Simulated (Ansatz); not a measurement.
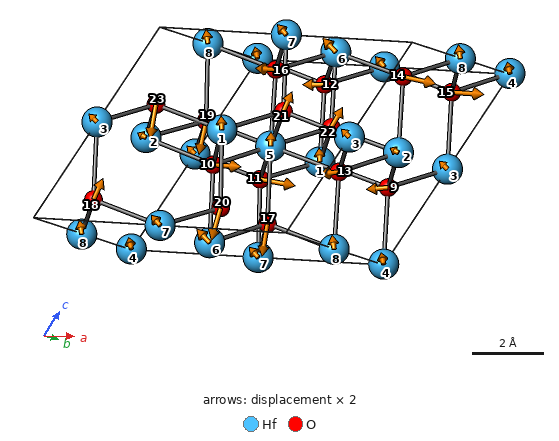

This is a relaxation of solid Hf8O15 (a generated structure, set up in P1) (coarse preliminary run). The starting structure is drawn; orange arrows show the displacements (the part carried along by the change of the cell is left out), magnified 2 times.

The picture is a ball-and-stick view of the cell of the calculation, reduced to other axes, seen from a free direction. Lengths and directions refer to the drawn axes.

Case: 1 of 16 O atoms taken out at random.

Theory: DFT PBE, scalar-relativistic, plane waves, PAW in Ansatz. (plane-wave cutoff 420 eV; k-point mesh 2 × 2 × 2; occupations gaussian; smearing width 0.1 eV; mesh shifted by (0.5, 0.5, 0.5); no spin polarisation; cell and atoms relaxed; force threshold 0.04 eV/Å; at most 50 steps)

**Which element moves most?**

Oxygen: up to 0.55 Å, against 0.30 Å for hafnium.

**What did the optimiser do to the structure, and how much energy did it gain?**

O11 moves most relative to the cell: 0.55 Å roughly along [2 −1 0]. By element the largest moves are O 0.55 Å, Hf 0.30 Å. Cell: a 7.209 → 7.299 Å (+1.2 %), b 7.209 → 6.941 Å (−3.7 %), c 7.209 → 7.303 Å (+1.3 %), α 60.0° → 61.6°, β 60.0° → 62.1°, γ 60.0° → 61.6°. Volume +2.7 %. Among the contacts that change: Hf6–O14 2.217 → 3.094 Å, Hf8–O19 2.202 → 2.987 Å, Hf1–O20 2.215 → 2.987 Å, Hf3–O11 2.201 → 2.971 Å. Bonds break, among them: Hf1–O20 (2.21 → 2.99 Å), Hf3–O11 (2.20 → 2.97 Å), Hf4–O23 (2.22 → 2.99 Å), Hf5–O17 (2.21 → 2.99 Å). Bond angles that change, for instance: O10–Hf6–O22 179.2° → 153.1°, O17–Hf6–O22 111.7° → 87.3°, O16–Hf8–O17 179.2° → 155.1°. The space group (tolerance 0.01 Å) goes from P1 (No. 1) to Cm (No. 8). Over 17 accepted moves (22 points after the start) the energy falls by 53.3 meV per atom. Largest force component: 0.86 eV/Å at the start, 0.0054 eV/Å at the end. The pressure goes from −0.90 to 0.00 GPa. The line search rejected the trial steps at points 8, 13 of the run. At 3 points the geometry stayed and the basis and grid were re-selected for the new cell (energy shift of 2.7 meV per atom at most each time). The run took 3.6 min on 4 threads of Arm Neoverse V2, with other jobs on the host, peak memory 1.2 GiB.
